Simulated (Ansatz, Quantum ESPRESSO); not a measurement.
# Band offsets of the CdS/CuI(110) superlattice, 5 + 5 layers, a = 5.89 Å, part 2 of 7

How do the band edges meet in the CdS/CuI(110) superlattice, 5 + 5 layers, a = 5.89 Å?

Quantum ESPRESSO 7.5; plane-wave DFT, LDA, GBRV ultrasoft pseudopotentials; cross-check by Ansatz 0.2.0 with PAW datasets.

So far. Step 3 (SCF with pw.x of bulk CdS): The run needed 8 iterations to bring the estimated error under 1e-07 Ry.

## 4. Bands along a path of bulk CdS

The density is frozen and the levels are solved along a path.

a.bands.in

```
&control
  prefix = 'a.bands'
  outdir = './out'
  pseudo_dir = './pseudo'
  calculation = 'bands'
/
&system
  ibrav = 0
  nat = 4
  ntyp = 2
  ecutwfc = 40
  ecutrho = 200
  occupations = 'smearing'
  smearing = 'fd'
  degauss = 0.002
  nbnd = 26
/
&electrons
  conv_thr = 1e-07
  mixing_beta = 0.5
  electron_maxstep = 120
/
ATOMIC_SPECIES
  Cd  112.4140  cd_lda_v1.uspp.F.UPF
  S   32.0600  s_lda_v1.4.uspp.F.UPF
CELL_PARAMETERS angstrom
  5.89000000000000 0.00000000000000 0.00000000000000
  0.00000000000000 4.16485894118876 0.00000000000000
  0.00000000000000 0.00000000000000 4.16485894118876
ATOMIC_POSITIONS crystal
  Cd  0.000000000000 0.000000000000 0.000000000000
  S   0.250000000000 0.500000000000 0.000000000000
  Cd  0.500000000000 0.500000000000 0.500000000000
  S   0.750000000000 0.000000000000 0.500000000000
K_POINTS crystal_b
6
  0.0000000000 0.0000000000 0.0000000000 20
  1.0000000000 0.0000000000 0.0000000000 1
  0.0000000000 0.0000000000 0.0000000000 20
  0.5000000000 0.0000000000 0.5000000000 1
  0.0000000000 0.0000000000 0.0000000000 20
  0.0000000000 0.5000000000 0.5000000000 1
```

Command:

```
$ cp -r out/a.save out/a.bands.save
$ cp out/a.xml out/a.bands.xml
$ OMP_NUM_THREADS=1 mpirun -n 4 pw.x -nk 4 -in a.bands.in > a.bands.out
```

The program printed:

```text
[banner, memory and clock lines left out]
Program PWSCF v.7.5 starts

          URL

     Atomic positions and unit cell read from directory:
     ./out/a.bands.save/

     Found identity + (  0.5000 -0.5000 -0.5000) symmetry
     This is a supercell, fractional translations are disabled
     Message from routine setup:
     using ibrav=0 with symmetry is DISCOURAGED, use correct ibrav instead

     G-vector sticks info

     bravais-lattice index     =            0
     lattice parameter (alat)  =      11.1305  a.u.
     unit-cell volume          =     689.4654 (a.u.)^3
     number of atoms/cell      =            4
     number of atomic types    =            2
     number of electrons       =        36.00
     number of Kohn-Sham states=           26
     kinetic-energy cutoff     =      40.0000  Ry
     charge density cutoff     =     200.0000  Ry
     Exchange-correlation=  SLA  PZ   NOGX NOGC
                           (   1   1   0   0   0   0   0)

     celldm(1)=  11.130487  celldm(2)=   0.000000  celldm(3)=   0.000000
     celldm(4)=   0.000000  celldm(5)=   0.000000  celldm(6)=   0.000000

     crystal axes: (cart. coord. in units of alat)
               a(1) = (   1.000000   0.000000   0.000000 )
               a(2) = (   0.000000   0.707107   0.000000 )
               a(3) = (   0.000000   0.000000   0.707107 )

     reciprocal axes: (cart. coord. in units 2 pi/alat)
               b(1) = (  1.000000  0.000000  0.000000 )
               b(2) = (  0.000000  1.414214  0.000000 )
               b(3) = (  0.000000  0.000000  1.414214 )

     PseudoPot. # 1 for Cd read from file:
     ./pseudo/cd_lda_v1.uspp.F.UPF
     Pseudo is Ultrasoft + core correction, Zval = 12.0
     Generated by new atomic code, or converted to UPF format
     Using radial grid of  889 points,  6 beta functions with:
                l(1) =   0
                l(2) =   0
                l(3) =   1
                l(4) =   1
                l(5) =   2
                l(6) =   2
     Q(r) pseudized with  6 coefficients,  rinner =    1.000   1.000   1.000
                                                       1.000   1.000

     PseudoPot. # 2 for S  read from file:
     ./pseudo/s_lda_v1.4.uspp.F.UPF
     Pseudo is Ultrasoft + core correction, Zval =  6.0
     Generated by new atomic code, or converted to UPF format
     Using radial grid of  907 points,  6 beta functions with:
                l(1) =   0
                l(2) =   0
                l(3) =   1
                l(4) =   1
                l(5) =   2
                l(6) =   2
     Q(r) pseudized with  8 coefficients,  rinner =    1.300   1.300   1.300
                                                       1.300   1.300

     atomic species   valence    mass     pseudopotential
     Cd               12.00   112.41400     Cd( 1.00)
     S                 6.00    32.06000     S ( 1.00)

      8 Sym. Ops. (no inversion) found

   Cartesian axes

     site n.     atom                  positions (alat units)
         1        Cd     tau(   1) = (   0.0000000   0.0000000   0.0000000  )
         2        S      tau(   2) = (   0.2500000   0.3535534   0.0000000  )
         3        Cd     tau(   3) = (   0.5000000   0.3535534   0.3535534  )
         4        S      tau(   4) = (   0.7500000   0.0000000   0.3535534  )

     number of k points=    63  Fermi-Dirac smearing, width (Ry)=  0.0020
                       cart. coord. in units 2pi/alat
        k(    1) = (   0.0000000   0.0000000   0.0000000), wk =   0.0317460
        k(    2) = (   0.0500000   0.0000000   0.0000000), wk =   0.0317460
        k(    3) = (   0.1000000   0.0000000   0.0000000), wk =   0.0317460
        k(    4) = (   0.1500000   0.0000000   0.0000000), wk =   0.0317460
        k(    5) = (   0.2000000   0.0000000   0.0000000), wk =   0.0317460
        k(    6) = (   0.2500000   0.0000000   0.0000000), wk =   0.0317460
        k(    7) = (   0.3000000   0.0000000   0.0000000), wk =   0.0317460
        k(    8) = (   0.3500000   0.0000000   0.0000000), wk =   0.0317460
        k(    9) = (   0.4000000   0.0000000   0.0000000), wk =   0.0317460
        k(   10) = (   0.4500000   0.0000000   0.0000000), wk =   0.0317460
        k(   11) = (   0.5000000   0.0000000   0.0000000), wk =   0.0317460
        k(   12) = (   0.5500000   0.0000000   0.0000000), wk =   0.0317460
        k(   13) = (   0.6000000   0.0000000   0.0000000), wk =   0.0317460
        k(   14) = (   0.6500000   0.0000000   0.0000000), wk =   0.0317460
        k(   15) = (   0.7000000   0.0000000   0.0000000), wk =   0.0317460
        k(   16) = (   0.7500000   0.0000000   0.0000000), wk =   0.0317460
        k(   17) = (   0.8000000   0.0000000   0.0000000), wk =   0.0317460
        k(   18) = (   0.8500000   0.0000000   0.0000000), wk =   0.0317460
        k(   19) = (   0.9000000   0.0000000   0.0000000), wk =   0.0317460
        k(   20) = (   0.9500000   0.0000000   0.0000000), wk =   0.0317460
        k(   21) = (   1.0000000   0.0000000   0.0000000), wk =   0.0317460
        k(   22) = (   0.0000000   0.0000000   0.0000000), wk =   0.0317460
        k(   23) = (   0.0250000   0.0000000   0.0353553), wk =   0.0317460
        k(   24) = (   0.0500000   0.0000000   0.0707107), wk =   0.0317460
        k(   25) = (   0.0750000   0.0000000   0.1060660), wk =   0.0317460
        k(   26) = (   0.1000000   0.0000000   0.1414214), wk =   0.0317460
        k(   27) = (   0.1250000   0.0000000   0.1767767), wk =   0.0317460
        k(   28) = (   0.1500000   0.0000000   0.2121320), wk =   0.0317460
        k(   29) = (   0.1750000   0.0000000   0.2474874), wk =   0.0317460
        k(   30) = (   0.2000000   0.0000000   0.2828427), wk =   0.0317460
        k(   31) = (   0.2250000   0.0000000   0.3181981), wk =   0.0317460
        k(   32) = (   0.2500000   0.0000000   0.3535534), wk =   0.0317460
        k(   33) = (   0.2750000   0.0000000   0.3889087), wk =   0.0317460
        k(   34) = (   0.3000000   0.0000000   0.4242641), wk =   0.0317460
        k(   35) = (   0.3250000   0.0000000   0.4596194), wk =   0.0317460
        k(   36) = (   0.3500000   0.0000000   0.4949747), wk =   0.0317460
        k(   37) = (   0.3750000   0.0000000   0.5303301), wk =   0.0317460
        k(   38) = (   0.4000000   0.0000000   0.5656854), wk =   0.0317460
        k(   39) = (   0.4250000   0.0000000   0.6010408), wk =   0.0317460
        k(   40) = (   0.4500000   0.0000000   0.6363961), wk =   0.0317460
        k(   41) = (   0.4750000   0.0000000   0.6717514), wk =   0.0317460
        k(   42) = (   0.5000000   0.0000000   0.7071068), wk =   0.0317460
        k(   43) = (   0.0000000   0.0000000   0.0000000), wk =   0.0317460
[...]
12.1530  12.2468

          k = 0.4000 0.0000 0.5657 (  2947 PWs)   bands (ev):

    -6.8624  -6.8098  -2.5566  -2.5566  -2.5431  -2.5290  -2.2039  -2.1865
    -2.1865  -2.1759  -2.0256  -1.8504   0.7123   0.9900   3.8943   4.1173
     4.3002   4.3002   7.6624   8.0762  11.2199  11.7819  11.8154  11.8154
    12.0229  12.2537

          k = 0.4250 0.0000 0.6010 (  2951 PWs)   bands (ev):

    -6.8450  -6.8149  -2.5536  -2.5536  -2.5462  -2.5380  -2.1929  -2.1830
    -2.1830  -2.1768  -1.9595  -1.8533   0.6647   0.8279   4.0309   4.1677
     4.2724   4.2725   7.6654   7.9120  11.4012  11.8028  11.8028  11.9067
    11.9193  12.2350

          k = 0.4500 0.0000 0.6364 (  2953 PWs)   bands (ev):

    -6.8322  -6.8187  -2.5516  -2.5515  -2.5483  -2.5445  -2.1847  -2.1803
    -2.1803  -2.1774  -1.9056  -1.8556   0.6294   0.7046   4.1401   4.2051
     4.2522   4.2523   7.6660   7.7806  11.5725  11.7923  11.7923  11.8440
    12.0026  12.1885

          k = 0.4750 0.0000 0.6718 (  2947 PWs)   bands (ev):

    -6.8244  -6.8210  -2.5503  -2.5503  -2.5495  -2.5486  -2.1796  -2.1785
    -2.1785  -2.1778  -1.8699  -1.8570   0.6078   0.6270   4.2111   4.2281
     4.2400   4.2400   7.6658   7.6953  11.7161  11.7854  11.7854  11.7983
    12.0630  12.1236

          k = 0.5000 0.0000 0.7071 (  2952 PWs)   bands (ev):

    -6.8218  -6.8218  -2.5500  -2.5500  -2.5499  -2.5498  -2.1780  -2.1780
    -2.1778  -2.1778  -1.8575  -1.8575   0.6005   0.6005   4.2358   4.2359
     4.2359   4.2359   7.6656   7.6656  11.7829  11.7829  11.7830  11.7830
    12.0836  12.0836

          k = 0.0000 0.0000 0.0000 (  2935 PWs)   bands (ev):

    -7.2467  -6.6904  -2.6628  -2.6628  -2.6628  -2.4638  -2.3351  -2.3351
    -2.2132  -2.2132  -2.1310  -1.7976   1.0189   3.1294   3.1294   4.9767
     4.9767   4.9767   5.7470   8.3248   9.0783  11.2848  11.2848  11.2849
    13.7581  15.3068

          k = 0.0000 0.0354 0.0354 (  2933 PWs)   bands (ev):

    -7.2433  -6.6904  -2.6613  -2.6611  -2.6611  -2.4633  -2.3380  -2.3340
    -2.2139  -2.2127  -2.1320  -1.7926   1.0201   3.1190   3.1215   4.8749
     4.9625   4.9626   5.8539   8.3557   9.0990  11.2494  11.3033  11.3034
    13.7371  15.1902

          k = 0.0000 0.0707 0.0707 (  2933 PWs)   bands (ev):

    -7.2330  -6.6905  -2.6567  -2.6560  -2.6560  -2.4616  -2.3462  -2.3307
    -2.2160  -2.2112  -2.1350  -1.7787   1.0235   3.0891   3.0986   4.6559
     4.9208   4.9208   6.0878   8.4467   9.1597  11.1483  11.3583  11.3583
    13.6758  14.8923

          k = 0.0000 0.1061 0.1061 (  2927 PWs)   bands (ev):

    -7.2162  -6.6907  -2.6488  -2.6476  -2.6475  -2.4590  -2.3583  -2.3251
    -2.2192  -2.2088  -2.1400  -1.7576   1.0290   3.0434   3.0632   4.4017
     4.8534   4.8535   6.3654   8.5940   9.2564  10.9950  11.4480  11.4480
    13.5792  14.4952

          k = 0.0000 0.1414 0.1414 (  2921 PWs)   bands (ev):

    -7.1933  -6.6909  -2.6375  -2.6359  -2.6359  -2.4560  -2.3725  -2.3173
    -2.2236  -2.2054  -2.1469  -1.7319   1.0360   2.9872   3.0190   4.1382
     4.7635   4.7636   6.6589   8.7913   9.3825  10.8055  11.5701  11.5701
    13.4543  14.0516

          k = 0.0000 0.1768 0.1768 (  2923 PWs)   bands (ev):

    -7.1647  -6.6911  -2.6225  -2.6212  -2.6212  -2.4529  -2.3870  -2.3073
    -2.2285  -2.2013  -2.1557  -1.7044   1.0442   2.9266   2.9707   3.8737
     4.6548   4.6549   6.9571   9.0309   9.5291  10.5947  11.7218  11.7218
    13.3104  13.5912

          k = 0.0000 0.2121 0.2121 (  2933 PWs)   bands (ev):

    -7.1312  -6.6914  -2.6038  -2.6037  -2.6037  -2.4502  -2.4007  -2.2955
    -2.2337  -2.1964  -2.1661  -1.6778   1.0526   2.8675   2.9228   3.6113
     4.5314   4.5315   7.2528   9.3030   9.6847  10.3743  11.9000  11.9001
    13.1335  13.1585

          k = 0.0000 0.2475 0.2475 (  2947 PWs)   bands (ev):

    -7.0937  -6.6916  -2.5839  -2.5839  -2.5814  -2.4478  -2.4122  -2.2822
    -2.2382  -2.1909  -2.1778  -1.6542   1.0606   2.8154   2.8800   3.3525
     4.3974   4.3975   7.5396   9.5940   9.8351  10.1536  12.1019  12.1020
    12.6964  13.0121

          k = 0.0000 0.2828 0.2828 (  2943 PWs)   bands (ev):

    -7.0530  -6.6917  -2.5618  -2.5618  -2.5558  -2.4460  -2.4209  -2.2686
    -2.2406  -2.1900  -2.1850  -1.6358   1.0671   2.7748   2.8463   3.0978
     4.2568   4.2569   7.8100   9.8806   9.9397   9.9633  12.3048  12.3248
    12.3248  12.8874

          k = 0.0000 0.3182 0.3182 (  2951 PWs)   bands (ev):

    -7.0102  -6.6918  -2.5381  -2.5381  -2.5284  -2.4450  -2.4263  -2.2566
    -2.2389  -2.2009  -2.1788  -1.6241   1.0713   2.7490   2.8247   2.8479
     4.1133   4.1134   8.0556   9.7385  10.0509  10.1161  12.0063  12.5662
    12.5662  12.8022

          k = 0.0000 0.3536 0.3536 (  2955 PWs)   bands (ev):

    -6.9663  -6.6919  -2.5130  -2.5130  -2.5015  -2.4447  -2.4282  -2.2511
    -2.2302  -2.2061  -2.1724  -1.6202   1.0728   2.6035   2.7402   2.8173
     3.9705   3.9706   8.2661   9.5561  10.0822  10.2146  11.8867  12.7718
    12.8239  12.8239

          k = 0.0000 0.3889 0.3889 (  2951 PWs)   bands (ev):

    -6.9226  -6.6918  -2.4873  -2.4873  -2.4787  -2.4450  -2.4263  -2.2566
    -2.2107  -2.2009  -2.1660  -1.6241   1.0714   2.3657   2.7490   2.8247
     3.8314   3.8315   8.4299   9.3994  10.0509  10.1161  12.0063  12.8022
    13.0544  13.0958

          k = 0.0000 0.4243 0.4243 (  2951 PWs)   bands (ev):

    -6.8801  -6.6917  -2.4626  -2.4614  -2.4614  -2.4460  -2.4209  -2.2686
    -2.1900  -2.1777  -2.1597  -1.6358   1.0671   2.1361   2.7748   2.8463
     3.6990   3.6991   8.5351   9.2774   9.8806   9.9633  12.3048  12.8874
    13.0094  13.3798

          k = 0.0000 0.4596 0.4596 (  2951 PWs)   bands (ev):

    -6.8398  -6.6916  -2.4540  -2.4478  -2.4363  -2.4362  -2.4122  -2.2822
    -2.1778  -2.1536  -2.1313  -1.6542   1.0606   1.9167   2.8154   2.8800
     3.5757   3.5758   8.5747   9.1972   9.5940   9.8351  12.6964  13.0121
    13.0311  13.6732

          k = 0.0000 0.4950 0.4950 (  2957 PWs)   bands (ev):

    -6.8029  -6.6914  -2.4513  -2.4502  -2.4125  -2.4124  -2.4007  -2.2955
    -2.1661  -2.1481  -2.0742  -1.6778   1.0527   1.7105   2.8675   2.9228
     3.4639   3.4640   8.5577   9.1543   9.3030   9.6847  13.1100  13.1335
    13.1585  13.9727

          k = 0.0000 0.5303 0.5303 (  2939 PWs)   bands (ev):

    -6.7701  -6.6911  -2.4529  -2.4523  -2.3906  -2.3906  -2.3871  -2.3073
    -2.1557  -2.1432  -2.0112  -1.7044   1.0442   1.5214   2.9266   2.9706
     3.3657   3.3658   8.5090   9.0309   9.1318   9.5291  13.2308  13.3104
    13.5912  14.2734

          k = 0.0000 0.5657 0.5657 (  2950 PWs)   bands (ev):

    -6.7422  -6.6909  -2.4560  -2.4552  -2.3725  -2.3718  -2.3718  -2.3173
    -2.1469  -2.1390  -1.9473  -1.7319   1.0361   1.3541   2.9872   3.0190
     3.2827   3.2828   8.4516   8.7913   9.1158   9.3825  13.3743  13.4543
    14.0516  14.5678

          k = 0.0000 0.6010 0.6010 (  2948 PWs)   bands (ev):

    -6.7199  -6.6907  -2.4590  -2.4584  -2.3583  -2.3562  -2.3562  -2.3251
    -2.1400  -2.1356  -1.8883  -1.7576   1.0290   1.2144   3.0434   3.0631
     3.2166   3.2166   8.3993   8.5940   9.1016   9.2564  13.5192  13.5792
    14.4952  14.8434

          k = 0.0000 0.6364 0.6364 (  2942 PWs)   bands (ev):

    -6.7036  -6.6905  -2.4616  -2.4612  -2.3462  -2.3446  -2.3446  -2.3307
    -2.1350  -2.1330  -1.8402  -1.7787   1.0235   1.1083   3.0891   3.0985
     3.1684   3.1685   8.3587   8.4467   9.0895   9.1597  13.6438  13.6759
    14.8923  15.0796

          k = 0.0000 0.6718 0.6718 (  2962 PWs)   bands (ev):

    -6.6937  -6.6904  -2.4633  -2.4632  -2.3381  -2.3376  -2.3376  -2.3340
    -2.1320  -2.1315  -1.8087  -1.7926   1.0201   1.0417   3.1190   3.1214
     3.1392   3.1392   8.3334   8.3557   9.0812   9.0990  13.7282  13.7372
    15.1902  15.2457

          k = 0.0000 0.7071 0.7071 (  2952 PWs)   bands (ev):

    -6.6904  -6.6904  -2.4639  -2.4638  -2.3352  -2.3351  -2.3351  -2.3350
    -2.1310  -2.1309  -1.7976  -1.7976   1.0189   1.0190   3.1293   3.1293
     3.1294   3.1294   8.3249   8.3249   9.0783   9.0783  13.7582  13.7582
    15.3067  15.3068

     XML data file, pseudopotentials, collected wavefunctions

                                        0.00s GPU  (    1271 calls)
```

The job ended after 27 s (4 MPI ranks of Arm Neoverse V1, shared host; peak memory 0.31 GiB; 1.8 min of CPU time).

Read from the output:

| Item | Value |
| --- | --- |
| valence top, on the run's zero | 4.977 eV |
| conduction bottom, on the run's zero | 5.747 eV |
| gap by band count | 0.7703 eV |

Band numbers count within the set of bands kept for display; the cell holds two formula units, so the X point along 001 folds onto the zone centre. Electronic bands along the path, in eV, zero at the Fermi level, which the smearing puts inside the gap; v1 is the highest filled band, c1 the lowest empty one:

```tsv
point	v4	v3	v2	v1	c1	c2	c3	c4
L	-1.14	-1.14	-1.14	-1.14	2.29	2.29	6.40	6.40
Γ	-2.25	-0.40	-0.40	-0.40	0.37	2.94	3.70	5.90
X	-2.25	-2.25	-2.25	-2.25	2.94	2.94	3.70	3.70
```

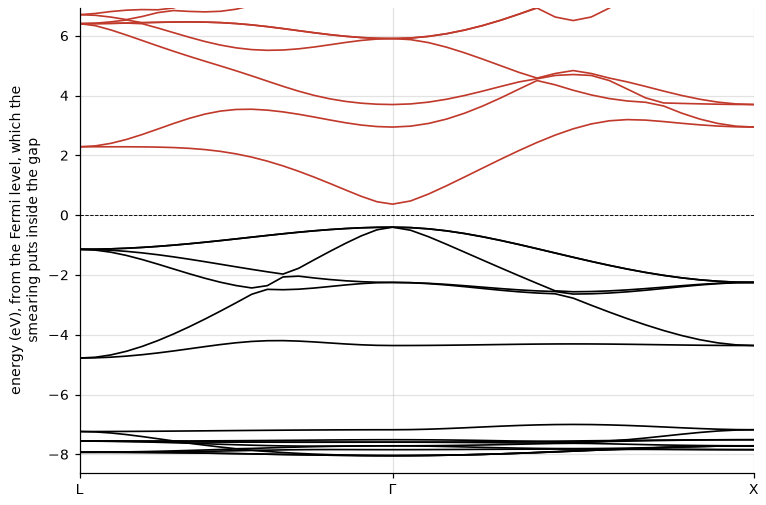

Electronic bands along the path; lines of filled and empty bands in two colours.

## 5. Potential by pp.x of bulk CdS

plot_num = 11 writes the bare and Hartree potential, whose mean serves as the common reference.

a.pot.in

```
&inputpp
  prefix = 'a'
  outdir = './out'
  filplot = 'a.pot.dat'
  plot_num = 11
/
```

Command:

```
$ OMP_NUM_THREADS=1 mpirun -n 4 pp.x -in a.pot.in > a.pot.out
```

The program printed:

```text
[banner, memory and clock lines left out]
Program POST-PROC v.7.5 starts

          URL

     ./out/a.save/

     IMPORTANT: XC functional enforced from input :
     Exchange-correlation= PZ
                           (   1   1   0   0   0   0   0)
     Any further DFT definition will be discarded
     Please, verify this is what you really want

     Check: negative core charge=   -0.000001

     negative rho (up, down):  3.844E-02 0.000E+00

     Calling punch_plot, plot_num =  11
     Writing data to file  a.pot.dat
     Message from routine chdens:
     namelist plot not found or invalid, exiting
```

Run time: 0.86 s. Hardware: 4 MPI ranks; peak memory 0.09 GiB.

Electrostatic potential energy of an electron; zero at the Fermi level, which the smearing puts inside the gap. Table of potential energy, planar mean by z:

```tsv
z (Å)	potential energy, planar mean (eV)
0.00	-6.95
0.23	-5.76
0.46	-2.91
0.69	0.0260
0.93	1.73
1.16	1.73
1.39	0.0260
1.62	-2.91
1.85	-5.76
2.20	-6.64
2.43	-4.45
2.66	-1.34
2.89	1.06
3.12	1.97
3.36	1.06
3.59	-1.34
3.82	-4.45
4.05	-6.64
```

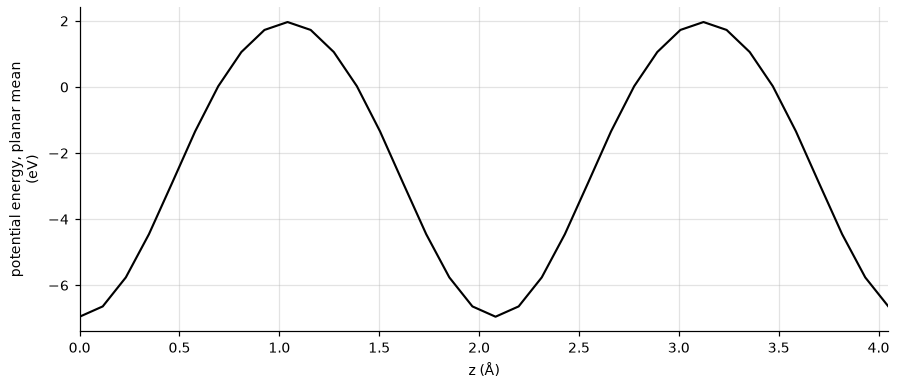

Potential energy, planar mean, plotted against z.

## 6. Planar and running averages of bulk CdS

average.x takes the planar mean and smooths it over a window of one repeat.

a.avg.in

```
1
a.pot.dat
1.0
40
3
7.8704427465
```

Command:

```
$ OMP_NUM_THREADS=1 average.x < a.avg.in > a.avg.out
```

The program printed:

```text
[banner, memory and clock lines left out]
Program AVERAGE v.7.5 starts

          URL

     Reading header from file  a.pot.dat
     Reading data from file  a.pot.dat
     Output written to file avg.dat

[...]
```

It took 0.48 s on 1 MPI rank; peak memory 0.1 GiB.

Numbers from this step:

| Item | Value |
| --- | --- |
| average.x's running mean over the crystal, on the run's own zero | 3.072 eV |
| mean potential by an exact Fourier window over the crystal, on the run's own zero | 3.072 eV |

Electrostatic potential energy of an electron; zero at the Fermi level, which the smearing puts inside the gap; window 4.1649 Å. The potential energy, running mean stays at -2.31 eV for z from 0 to 4.06 Å.

(Part 2 of 7 ends here.)

[Logs are printed without paths, hosts, clocks, repeated set-up lines and the standing remarks that a program may print on its own settings, such as how far it seeks lower states.]

[Hosts, paths, dates, database ids (printed as entryN), source tags and the programs' standing remarks are cut or masked in the printed files.]

[Maps of the electrostatic potential energy from Ansatz leave out the sawtooth potential of an applied field or a dipole correction, so their vacuum need not be flat; planar profiles and work functions include it.]
